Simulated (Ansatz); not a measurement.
## TaN: single-point calculation (part 2 of 3)

The same run, continued: TaN (P6₃mc, 4 atoms in the cell); DFT LDA+U+J, spin-orbit coupling, plane waves, PAW, U = 7 eV, J = 0.9 eV on Ta atom 1 d; U = 7 eV, J = 0.9 eV on Ta atom 2 d (Ansatz 0.2.0); cutoff 420 eV, 7×7×4 k-mesh, Gaussian smearing of 0.05 eV. The structure derives from an entry of the Crystallography Open Database. It belongs to a series of runs on one base structure; here: random orbitals: random, high filling.

Geometry of the input (Å; fractional positions):
```
3.0500  0.0000  0.0000
-1.5250  2.6414  0.0000
0.0000  0.0000  4.9400
Ta 0.3333  0.6667  0.0000
Ta 0.6667  0.3333  0.5000
N  0.3333  0.6667  0.3850
N  0.6667  0.3333  0.8850
```

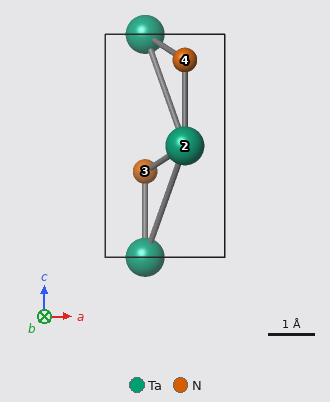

Fig. 1: The structure (ball-and-stick view of the cell of the calculation, along the b axis; atoms are numbered from 1 in the order of the input).

The program's output, continued
```
SCF iter   1: F=—  HF=-20137.050900 eV  |F-HF|=—  |Δ(HF+E_count)|=         —  Δρ=1.62e-1  dr2=1.06e1  dr2_m=1.36e0  ethr=3.10e-3  |M|=2.66e0 ∫|m|=2.70e0 μB  |m|>n=0.0e0 m-floor=0.0e0 τ_xc=3.5e-17  β_m=0.30  ⟨swp⟩=6.6  Hψ=43113  notcnv=0  defer=8
preconditioner: auto → Kerker (q_TF=auto, 2.683 Å⁻¹)  [metal: Δε(μ)=0.009 eV  Ē_g=11.996 eV  σ=0.050 eV  W_gap=0.11  n_scr=10 (ndim 8)  ℏωp=26.3 eV  f_vac=0.000  D(μ)=1.58/eV (n_scr^D=10)]
spin=Noncollinear: Kerker preconditioning applied to the charge; magnetization (m_x, m_y, m_z) channels mix plain (no charge-response kernel on spin).
SCF iter   2: F=—  HF=-20135.155432 eV  |F-HF|=—  |Δ(HF+E_count)|=    1.90e0  Δρ=8.78e-2  dr2=3.31e0  dr2_m=7.13e-1  ethr=3.10e-3  |M|=2.44e0 ∫|m|=2.54e0 μB  |m|>n=0.0e0 m-floor=0.0e0 τ_xc=4.2e-17  β_m=0.30  ⟨swp⟩=3.0  Hψ=16252  notcnv=0  defer=432
SCF iter   3: F=—  HF=-20134.404134 eV  |F-HF|=—  |Δ(HF+E_count)|=   7.51e-1  Δρ=4.57e-2  dr2=2.99e-1  dr2_m=3.79e-1  ethr=3.10e-3  |M|=2.25e0 ∫|m|=2.41e0 μB  |m|>n=0.0e0 m-floor=0.0e0 τ_xc=3.7e-17  β_m=0.30  ⟨swp⟩=3.2  Hψ=14970  notcnv=0  defer=430
SCF iter   4: F=—  HF=-20134.364495 eV  |F-HF|=—  |Δ(HF+E_count)|=   3.96e-2  Δρ=3.35e-2  dr2=1.67e-2  dr2_m=2.04e-1  ethr=8.31e-4  |M|=2.20e0 ∫|m|=2.35e0 μB  |m|>n=0.0e0 m-floor=0.0e0 τ_xc=3.2e-17  β_m=0.30  ⟨swp⟩=3.4  Hψ=16380  notcnv=0  defer=404
SCF iter   5: F=—  HF=-20134.389924 eV  |F-HF|=—  |Δ(HF+E_count)|=   2.54e-2  Δρ=2.41e-2  dr2=3.35e-3  dr2_m=1.06e-1  ethr=4.64e-5  |M|=2.17e0 ∫|m|=2.33e0 μB  |m|>n=0.0e0 m-floor=0.0e0 τ_xc=3.0e-17  β_m=0.30  ⟨swp⟩=2.1  Hψ=13692  notcnv=0  defer=401
SCF iter   6: F=—  HF=-20134.406527 eV  |F-HF|=—  |Δ(HF+E_count)|=   1.66e-2  Δρ=1.71e-2  dr2=4.57e-4  dr2_m=5.34e-2  ethr=9.30e-6  |M|=2.16e0 ∫|m|=2.33e0 μB  |m|>n=0.0e0 m-floor=0.0e0 τ_xc=2.9e-17  β_m=0.30  ⟨swp⟩=2.0  Hψ=14954  notcnv=0  defer=401
SCF iter   7: F=—  HF=-20134.414427 eV  |F-HF|=—  |Δ(HF+E_count)|=   7.90e-3  Δρ=1.23e-2  dr2=8.63e-5  dr2_m=2.75e-2  ethr=1.27e-6  |M|=2.15e0 ∫|m|=2.32e0 μB  |m|>n=0.0e0 m-floor=0.0e0 τ_xc=2.7e-17  β_m=0.30  ⟨swp⟩=2.0  Hψ=14641  notcnv=0  defer=401
Mixer restart at iter 7: flushing history
spin-set hold released at iteration 7 (site moments contracting): the magnetisation degrees of freedom join the quasi-Newton model from the next iteration; the mixer history was flushed
SCF iter   8: F=—  HF=-20134.418512 eV  |F-HF|=—  |Δ(HF+E_count)|=   4.08e-3  Δρ=8.81e-3  dr2=5.59e-5  dr2_m=1.41e-2  ethr=2.40e-7  |M|=2.14e0 ∫|m|=2.31e0 μB  |m|>n=0.0e0 m-floor=0.0e0 τ_xc=2.7e-17  β_m=0.65  ⟨swp⟩=2.1  Hψ=15486  notcnv=0  defer=401
SCF iter   9: F=—  HF=-20134.422898 eV  |F-HF|=—  |Δ(HF+E_count)|=   4.39e-3  Δρ=1.80e-4  dr2=6.36e-6  dr2_m=5.93e-6  ethr=1.55e-7  |M|=2.12e0 ∫|m|=2.30e0 μB  |m|>n=0.0e0 m-floor=0.0e0 τ_xc=2.6e-17  β_m=0.82  ⟨swp⟩=3.0  Hψ=18093  notcnv=0  defer=401
SCF iter  10: F=—  HF=-20134.422902 eV  |F-HF|=—  |Δ(HF+E_count)|=   3.67e-6  Δρ=5.69e-5  dr2=1.27e-6  dr2_m=5.79e-7  ethr=1.77e-8  |M|=2.12e0 ∫|m|=2.30e0 μB  |m|>n=0.0e0 m-floor=0.0e0 τ_xc=2.6e-17  β_m=0.91  ⟨swp⟩=2.1  Hψ=11886  notcnv=0  defer=401
SCF iter  11: F=—  HF=-20134.422902 eV  |F-HF|=—  |Δ(HF+E_count)|=   3.65e-7  Δρ=1.28e-5  dr2=6.01e-8  dr2_m=2.47e-9  ethr=3.52e-9  |M|=2.12e0 ∫|m|=2.30e0 μB  |m|>n=0.0e0 m-floor=0.0e0 τ_xc=2.6e-17  β_m=0.96  ⟨swp⟩=2.1  Hψ=11702  notcnv=0  defer=401
SCF iter  12: F=—  HF=-20134.422902 eV  |F-HF|=—  |Δ(HF+E_count)|=   4.55e-9  Δρ=6.85e-6  dr2=2.35e-8  dr2_m=2.06e-10  ethr=1.67e-10  |M|=2.12e0 ∫|m|=2.30e0 μB  |m|>n=0.0e0 m-floor=0.0e0 τ_xc=2.6e-17  β_m=0.87  ⟨swp⟩=2.0  Hψ=12171  notcnv=0  defer=401
SCF iter  13: F=—  HF=-20134.422902 eV  |F-HF|=—  |Δ(HF+E_count)|=   4.50e-9  Δρ=9.96e-7  dr2=5.45e-10  dr2_m=5.07e-11  ethr=6.53e-11  |M|=2.12e0 ∫|m|=2.30e0 μB  |m|>n=0.0e0 m-floor=0.0e0 τ_xc=2.6e-17  β_m=0.87  ⟨swp⟩=15.4  Hψ=58980  notcnv=0
Mixer restart at iter 13: flushing history
SCF iter  14: F=—  HF=-20134.423325 eV  |F-HF|=—  |Δ(HF+E_count)|=         —  Δρ=5.53e-6  dr2=1.54e-8  dr2_m=6.96e-10  ethr=1.52e-12  |M|=2.12e0 ∫|m|=2.30e0 μB  |m|>n=0.0e0 m-floor=0.0e0 τ_xc=2.6e-17  β_m=0.87  ⟨swp⟩=3.1  Hψ=18498  notcnv=0
SCF iter  15: F=—  HF=-20139.756545 eV  |F-HF|=—  |Δ(HF+E_count)|=    5.33e0  Δρ=3.08e-2  dr2=3.39e-1  dr2_m=6.84e-2  ethr=1.52e-12  |M|=1.36e0 ∫|m|=1.59e0 μB  |m|>n=0.0e0 m-floor=0.0e0 τ_xc=2.6e-17  β_m=0.02  ⟨swp⟩=27.4  Hψ=142660  notcnv=0
SCF iter  16: F=—  HF=-20139.785692 eV  |F-HF|=—  |Δ(HF+E_count)|=   2.91e-2  Δρ=3.00e-2  dr2=3.20e-1  dr2_m=6.75e-2  ethr=1.52e-12  |M|=1.35e0 ∫|m|=1.58e0 μB  |m|>n=0.0e0 m-floor=0.0e0 τ_xc=2.5e-17  β_m=0.02  ⟨swp⟩=6.6  Hψ=39450  notcnv=0
SCF iter  17: F=—  HF=-20139.803462 eV  |F-HF|=—  |Δ(HF+E_count)|=   1.78e-2  Δρ=2.79e-2  dr2=2.77e-1  dr2_m=6.24e-2  ethr=1.52e-12  |M|=1.33e0 ∫|m|=1.55e0 μB  |m|>n=0.0e0 m-floor=0.0e0 τ_xc=2.4e-17  β_m=0.03  ⟨swp⟩=7.9  Hψ=43062  notcnv=0
SCF iter  18: F=—  HF=-20139.806767 eV  |F-HF|=—  |Δ(HF+E_count)|=   3.30e-3  Δρ=2.14e-2  dr2=1.60e-1  dr2_m=5.75e-2  ethr=1.52e-12  |M|=1.32e0 ∫|m|=1.54e0 μB  |m|>n=0.0e0 m-floor=0.0e0 τ_xc=2.3e-17  β_m=0.03  ⟨swp⟩=8.0  Hψ=47227  notcnv=0
SCF iter  19: F=—  HF=-20139.854132 eV  |F-HF|=—  |Δ(HF+E_count)|=   4.74e-2  Δρ=1.69e-2  dr2=7.45e-2  dr2_m=5.18e-2  ethr=1.52e-12  |M|=1.30e0 ∫|m|=1.52e0 μB  |m|>n=0.0e0 m-floor=0.0e0 τ_xc=2.2e-17  β_m=0.03  ⟨swp⟩=8.2  Hψ=48894  notcnv=0  defer=13
SCF iter  20: F=—  HF=-20140.053907 eV  |F-HF|=—  |Δ(HF+E_count)|=   2.00e-1  Δρ=1.64e-2  dr2=4.60e-2  dr2_m=4.89e-2  ethr=1.52e-12  |M|=1.21e0 ∫|m|=1.43e0 μB  |m|>n=0.0e0 m-floor=0.0e0 τ_xc=2.0e-17  β_m=0.07  ⟨swp⟩=8.4  Hψ=49753  notcnv=0  defer=245
SCF iter  21: F=—  HF=-20140.617646 eV  |F-HF|=—  |Δ(HF+E_count)|=   5.64e-1  Δρ=1.48e-2  dr2=5.22e-2  dr2_m=3.97e-2  ethr=1.52e-12  |M|=9.55e-1 ∫|m|=1.18e0 μB  |m|>n=0.0e0 m-floor=0.0e0 τ_xc=1.5e-17  β_m=0.42  ⟨swp⟩=9.5  Hψ=56957  notcnv=0  defer=351
SCF iter  22: F=—  HF=-20141.038187 eV  |F-HF|=—  |Δ(HF+E_count)|=   4.21e-1  Δρ=1.10e-2  dr2=4.19e-2  dr2_m=1.20e-2  ethr=1.52e-12  |M|=5.55e-1 ∫|m|=7.24e-1 μB  |m|>n=0.0e0 m-floor=0.0e0 τ_xc=5.5e-18  β_m=0.71  ⟨swp⟩=9.8  Hψ=61383  notcnv=0  defer=352
SCF iter  23: F=—  HF=-20141.123980 eV  |F-HF|=—  |Δ(HF+E_count)|=   8.58e-2  Δρ=4.87e-3  dr2=8.69e-3  dr2_m=2.49e-3  ethr=1.52e-12  |M|=3.68e-1 ∫|m|=4.73e-1 μB  |m|>n=0.0e0 m-floor=0.0e0 τ_xc=1.9e-18  β_m=0.85  ⟨swp⟩=8.8  Hψ=55624  notcnv=0  defer=417
SCF iter  24: F=—  HF=-20141.152180 eV  |F-HF|=—  |Δ(HF+E_count)|=   2.82e-2  Δρ=1.47e-3  dr2=5.96e-4  dr2_m=3.79e-4  ethr=1.52e-12  |M|=2.46e-1 ∫|m|=3.02e-1 μB  |m|>n=0.0e0 m-floor=0.0e0 τ_xc=5.9e-19  β_m=0.93  ⟨swp⟩=8.7  Hψ=55201  notcnv=0  defer=490
SCF iter  25: F=—  HF=-20141.155908 eV  |F-HF|=—  |Δ(HF+E_count)|=   3.73e-3  Δρ=9.12e-4  dr2=2.29e-4  dr2_m=1.36e-4  ethr=1.52e-12  |M|=2.45e-1 ∫|m|=2.93e-1 μB  |m|>n=0.0e0 m-floor=0.0e0 τ_xc=5.3e-19  β_m=0.96  ⟨swp⟩=8.0  Hψ=45383  notcnv=0  defer=485
SCF iter  26: F=—  HF=-20141.157997 eV  |F-HF|=—  |Δ(HF+E_count)|=   2.09e-3  Δρ=6.61e-4  dr2=1.50e-4  dr2_m=1.75e-5  ethr=1.52e-12  |M|=2.20e-1 ∫|m|=2.55e-1 μB  |m|>n=0.0e0 m-floor=0.0e0 τ_xc=3.3e-19  β_m=0.98  ⟨swp⟩=8.1  Hψ=44351  notcnv=0  defer=485
SCF iter  27: F=—  HF=-20141.158258 eV  |F-HF|=—  |Δ(HF+E_count)|=   2.61e-4  Δρ=2.92e-4  dr2=4.84e-5  dr2_m=8.55e-6  ethr=1.52e-12  |M|=2.12e-1 ∫|m|=2.45e-1 μB  |m|>n=0.0e0 m-floor=0.0e0 τ_xc=2.9e-19  β_m=0.99  ⟨swp⟩=7.0  Hψ=38530  notcnv=0  defer=499
SCF iter  28: F=—  HF=-20141.158429 eV  |F-HF|=—  |Δ(HF+E_count)|=         —  Δρ=1.82e-4  dr2=5.92e-6  dr2_m=5.66e-6  ethr=1.52e-12  |M|=2.11e-1 ∫|m|=2.43e-1 μB  |m|>n=0.0e0 m-floor=0.0e0 τ_xc=2.7e-19  β_m=0.99  ⟨swp⟩=7.5  Hψ=39567  notcnv=0  defer=500
SCF iter  29: F=—  HF=-20141.158591 eV  |F-HF|=—  |Δ(HF+E_count)|=   1.61e-4  Δρ=1.24e-4  dr2=2.64e-6  dr2_m=3.08e-6  ethr=1.52e-12  |M|=2.07e-1 ∫|m|=2.38e-1 μB  |m|>n=0.0e0 m-floor=0.0e0 τ_xc=2.5e-19  β_m=1.00  ⟨swp⟩=7.0  Hψ=36934  notcnv=0  defer=501
SCF iter  30: F=—  HF=-20141.158735 eV  |F-HF|=—  |Δ(HF+E_count)|=   1.44e-4  Δρ=7.82e-5  dr2=1.45e-6  dr2_m=9.98e-7  ethr=1.52e-12  |M|=2.01e-1 ∫|m|=2.31e-1 μB  |m|>n=0.0e0 m-floor=0.0e0 τ_xc=2.3e-19  β_m=1.00  ⟨swp⟩=7.5  Hψ=39307  notcnv=0  defer=502
SCF iter  31: F=—  HF=-20141.158761 eV  |F-HF|=—  |Δ(HF+E_count)|=   2.62e-5  Δρ=6.19e-5  dr2=1.48e-6  dr2_m=5.00e-7  ethr=1.52e-12  |M|=2.01e-1 ∫|m|=2.31e-1 μB  |m|>n=0.0e0 m-floor=0.0e0 τ_xc=2.2e-19  β_m=1.00  ⟨swp⟩=6.1  Hψ=31212  notcnv=0  defer=506
SCF iter  32: F=—  HF=-20141.158785 eV  |F-HF|=—  |Δ(HF+E_count)|=   2.46e-5  Δρ=3.56e-5  dr2=3.03e-7  dr2_m=1.83e-7  ethr=1.52e-12  |M|=1.99e-1 ∫|m|=2.30e-1 μB  |m|>n=0.0e0 m-floor=0.0e0 τ_xc=2.1e-19  β_m=1.00  ⟨swp⟩=7.0  Hψ=35649  notcnv=0  defer=507
SCF iter  33: F=—  HF=-20141.158790 eV  |F-HF|=—  |Δ(HF+E_count)|=   4.22e-6  Δρ=2.62e-5  dr2=4.79e-8  dr2_m=8.69e-8  ethr=1.52e-12  |M|=1.98e-1 ∫|m|=2.29e-1 μB  |m|>n=0.0e0 m-floor=0.0e0 τ_xc=2.1e-19  β_m=1.00  ⟨swp⟩=13.0  Hψ=71704  notcnv=0
SCF iter  34: F=—  HF=-20141.158793 eV  |F-HF|=—  |Δ(HF+E_count)|=   2.93e-6  Δρ=1.68e-5  dr2=8.23e-8  dr2_m=3.68e-8  ethr=1.52e-12  |M|=1.96e-1 ∫|m|=2.27e-1 μB  |m|>n=0.0e0 m-floor=0.0e0 τ_xc=2.1e-19  β_m=1.00  ⟨swp⟩=12.8  Hψ=67005  notcnv=0
iter 35 did not close the SCF: its close was put off for a magnetic moment that had not settled (scf_convergence_deferred on its scf_iter line)
SCF iter  35: F=-20141.158793 eV  HF=-20141.158793 eV  |F-HF|=8.67e-8  |Δ(HF+E_count)|=   7.62e-7  Δρ=1.09e-5  dr2=5.98e-9  dr2_m=1.61e-8  ethr=1.52e-12  |M|=1.96e-1 ∫|m|=2.27e-1 μB  |m|>n=0.0e0 m-floor=0.0e0 τ_xc=2.1e-19  β_m=1.00  ⟨swp⟩=11.8  Hψ=61554  notcnv=0
iter 36 did not close the SCF: its close was put off for a magnetic moment that had not settled (scf_convergence_deferred on its scf_iter line)
SCF iter  36: F=-20141.158794 eV  HF=-20141.158794 eV  |F-HF|=3.37e-8  |Δ(HF+E_count)|=   4.03e-7  Δρ=6.66e-6  dr2=5.98e-9  dr2_m=6.79e-9  ethr=1.52e-12  |M|=1.95e-1 ∫|m|=2.26e-1 μB  |m|>n=0.0e0 m-floor=0.0e0 τ_xc=2.1e-19  β_m=1.00  ⟨swp⟩=6.1  Hψ=60088  notcnv=0
iter 37 did not close the SCF: its close was put off for a magnetic moment that had not settled (scf_convergence_deferred on its scf_iter line)
SCF iter  37: F=-20141.158794 eV  HF=-20141.158794 eV  |F-HF|=1.82e-8  |Δ(HF+E_count)|=   1.49e-7  Δρ=4.45e-6  dr2=2.79e-9  dr2_m=3.34e-9  ethr=1.52e-12  |M|=1.95e-1 ∫|m|=2.26e-1 μB  |m|>n=0.0e0 m-floor=0.0e0 τ_xc=2.1e-19  β_m=1.00  ⟨swp⟩=5.9  Hψ=55173  notcnv=0
iter 38 did not close the SCF: its close was put off for a magnetic moment that had not settled (scf_convergence_deferred on its scf_iter line)
SCF iter  38: F=-20141.158794 eV  HF=-20141.158794 eV  |F-HF|=3.66e-9  |Δ(HF+E_count)|=   1.23e-7  Δρ=2.78e-6  dr2=4.03e-9  dr2_m=9.30e-10  ethr=1.52e-12  |M|=1.95e-1 ∫|m|=2.25e-1 μB  |m|>n=0.0e0 m-floor=0.0e0 τ_xc=2.1e-19  β_m=1.00  ⟨swp⟩=5.8  Hψ=57047  notcnv=0
iter 39 did not close the SCF: its close was put off for a magnetic moment that had not settled (scf_convergence_deferred on its scf_iter line)
SCF iter  39: F=-20141.158794 eV  HF=-20141.158794 eV  |F-HF|=3.68e-9  |Δ(HF+E_count)|=   2.33e-8  Δρ=1.77e-6  dr2=1.04e-9  dr2_m=6.13e-10  ethr=1.52e-12  |M|=1.95e-1 ∫|m|=2.25e-1 μB  |m|>n=0.0e0 m-floor=0.0e0 τ_xc=2.0e-19  β_m=1.00  ⟨swp⟩=5.1  Hψ=49441  notcnv=0
iter 40 did not close the SCF: its close was put off for a magnetic moment that had not settled (scf_convergence_deferred on its scf_iter line)
SCF iter  40: F=-20141.158794 eV  HF=-20141.158794 eV  |F-HF|=1.86e-9  |Δ(HF+E_count)|=   1.80e-8  Δρ=1.45e-6  dr2=8.57e-10  dr2_m=3.85e-10  ethr=1.52e-12  |M|=1.94e-1 ∫|m|=2.25e-1 μB  |m|>n=0.0e0 m-floor=0.0e0 τ_xc=2.1e-19  β_m=1.00  ⟨swp⟩=5.2  Hψ=49076  notcnv=0
iter 41 did not close the SCF: its close was put off for a magnetic moment that had not settled (scf_convergence_deferred on its scf_iter line)
SCF iter  41: F=-20141.158794 eV  HF=-20141.158794 eV  |F-HF|=1.04e-9  |Δ(HF+E_count)|=   1.54e-8  Δρ=1.15e-6  dr2=3.01e-10  dr2_m=2.23e-10  ethr=1.52e-12  |M|=1.94e-1 ∫|m|=2.25e-1 μB  |m|>n=0.0e0 m-floor=0.0e0 τ_xc=2.0e-19  β_m=1.00  ⟨swp⟩=5.5  Hψ=51413  notcnv=0
iter 42 did not close the SCF: its close was put off for a magnetic moment that had not settled (scf_convergence_deferred on its scf_iter line)
SCF iter  42: F=-20141.158794 eV  HF=-20141.158794 eV  |F-HF|=6.95e-10  |Δ(HF+E_count)|=   4.34e-9  Δρ=9.46e-7  dr2=1.38e-10  dr2_m=1.39e-10  ethr=1.00e-12  |M|=1.94e-1 ∫|m|=2.25e-1 μB  |m|>n=0.0e0 m-floor=0.0e0 τ_xc=2.0e-19  β_m=1.00  ⟨swp⟩=5.1  Hψ=47716  notcnv=0
iter 43 did not close the SCF: its close was put off for a magnetic moment that had not settled (scf_convergence_deferred on its scf_iter line)
SCF iter  43: F=-20141.158794 eV  HF=-20141.158794 eV  |F-HF|=3.67e-10  |Δ(HF+E_count)|=   2.89e-9  Δρ=7.04e-7  dr2=7.74e-11  dr2_m=7.49e-11  ethr=1.00e-12  |M|=1.94e-1 ∫|m|=2.25e-1 μB  |m|>n=0.0e0 m-floor=0.0e0 τ_xc=2.0e-19  β_m=1.00  ⟨swp⟩=5.0  Hψ=47772  notcnv=0
SCF iter  44: F=-20141.158794 eV  HF=-20141.158794 eV  |F-HF|=5.09e-11  |Δ(HF+E_count)|=   2.94e-9  Δρ=3.29e-7  dr2=8.00e-11  dr2_m=2.01e-11  ethr=1.00e-12  |M|=1.94e-1 ∫|m|=2.25e-1 μB  |m|>n=0.0e0 m-floor=0.0e0 τ_xc=2.1e-19  ⟨swp⟩=5.2  Hψ=48024  notcnv=0
WARN: hamiltonian.hubbard: on 2 of 2 specified blocks the occupation matrix of this SCF's result fails the test of the specified filling. At site 0 (sites count from 0 in the list of atoms of the cell that this SCF solves) the least filled combination of the orbitals specified full has occupation 0.378, and the fullest combination of the orbitals specified empty has occupation 0.472; the filling counts as kept where the first is at least 0.75 and exceeds the second by more than 0.25. The same holds at site 1. The state of this SCF's result may not hold the specified filling, though these bounds can also misjudge a state that does. This warning does not say which state is lower in energy, or whether the specified filling is a self-consistent state at all; see hamiltonian.hubbard.sites[].starting_ns, Limitations, and scf.initial_density.shell_occupations in the input reference
SCF 1 converged in 44 iterations: F = -20141.158794 eV  dr2 = 8.00e-11
  greatest PAW one-centre occupation: 1.000 electrons in one spin orbital (limit 2), on the Ta atom at site 0 (counted from 0), in its partial waves of l = 0
SCF converged after 44 iterations
Magnetization: |M| = 0.1941 μB,  M = (+0.0971, +0.1681, +0.0001) μB
Absolute magnetization: 0.2257 μB (∫|m|, with the PAW one-centre terms)
Moment direction: turned by 0.0500 rad
  site 0: m = (+0.0157, +0.0272, +0.0000) μB, |m| = 0.0314 μB  (R = 0.76 Å)
  site 1: m = (+0.0157, +0.0272, +0.0000) μB, |m| = 0.0314 μB  (R = 0.76 Å)
  site 2: m = (-0.0019, -0.0033, -0.0000) μB, |m| = 0.0038 μB  (R = 0.76 Å)
  site 3: m = (-0.0019, -0.0033, -0.0000) μB, |m| = 0.0038 μB  (R = 0.76 Å)
Free energy (F): -20141.158794 eV
Harris-Foulkes:  -20141.158794 eV  (|F-HF|=5.09e-11)
Internal energy: -20141.157333 eV  (E = F + TS)
E sigma→0 (E₀):  -20141.158063 eV
Entropy (-TS):   -0.001461 eV (-0.365 meV/atom)
Fermi energy:    22.846642 eV
--- Per-component energies (eV) ---
  E_band       = -59.946566
  E_kinetic    = 1043.250474
  E_local      = -1359.762324  (includes V_loc(G=0)·N_el)
  E_nonlocal   = 141.270544
  E_hartree    = 486.921727
  E_xc         = -564.477492
  E_vxc        = -575.513321  (∫ρ·V_xc dr)
  E_hubbard    = 14.314860  (on-site DFT+U / exact-exchange correction)
  E_vhub       = 4.281566  (the Hubbard potential's part of the band-sum identity)
  E_paw        = -16581.060953  (= ΣΔE_a)
  E_vpaw       = -287.317581  (= ΣTr[D̂ρ^β])
  E_aug_tail   = 0.000586  (compensation charges beyond the density's cutoff)
  E_ewald      = -3322.312910
  E_core_change = 0.698156  (= ΣΔE_core)
  E_smearing   = -0.001461  (= −TS)
  E_closure    = 0.000000  (closes the sum)
  Σ components = -20141.158794   (vs F -20141.158794, Δ=0.00e0)
```
